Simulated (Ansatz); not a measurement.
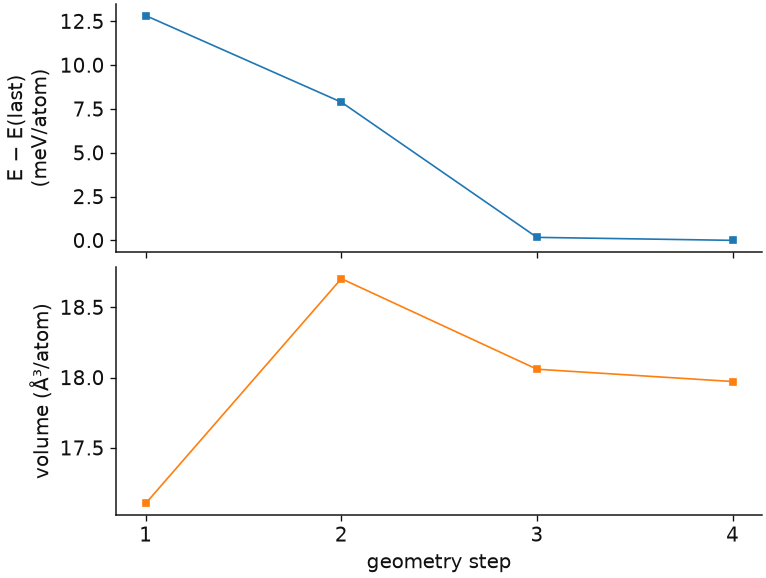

History of a geometry optimisation. Atoms and cell relax. A closing SCF on a freshly chosen basis isn't drawn.

System: Ag (P6_3/mmc, 2 atoms in the cell).
Method: DFT PBE, scalar-relativistic, plane waves, PAW in Ansatz; cutoff 420 eV, 8×8×4 k-mesh, Gaussian smearing of 0.05 eV.

> How did it end, and what did it gain?

The optimisation met its thresholds at geometry 4, counting the start as the first. The energy fell by about 13 meV/atom from the first step to the last. All forces vanish by symmetry, so only the cell moves.

> What happens to the cell?

The volume grows from 17.1 to 18.0 Å³ per atom (+5 %), overshooting to 18.7 at step 2. The start was compressed.
